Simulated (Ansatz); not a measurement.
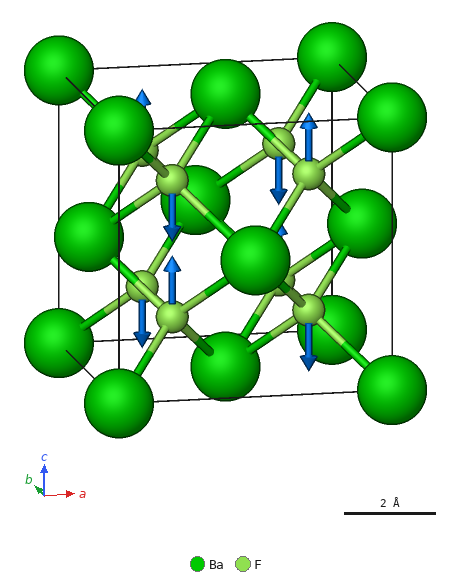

One vibrational mode of solid BaF2 relaxed at 1 GPa at the zone centre. The blue arrows are the displacements of the atoms (eigenvector over the root of the mass), of arbitrary overall length and sign. The picture is a ball-and-stick view of the conventional cell (4 times the calculation's cell), seen slightly off an axis. Lengths and directions refer to the drawn axes.

Method: Ansatz 0.2.0, DFT PBE, scalar-relativistic, plane waves, PAW. Set-up: plane-wave cutoff 420 eV; k-point mesh 6 × 6 × 6; occupations fixed; target pressure 1 GPa; no spin polarisation.

Frequencies are those without the non-analytic (LO–TO) term.

What mode is this, and where does it lie in the spectrum?

This is the T₂g mode (triply degenerate; one member of the set is drawn) at 236 cm⁻¹, the highest optical level, Raman-active by symmetry. The Ba atoms stay at rest; all motion is along c; atoms of one kind move against one another, with no net shift of their sublattice.
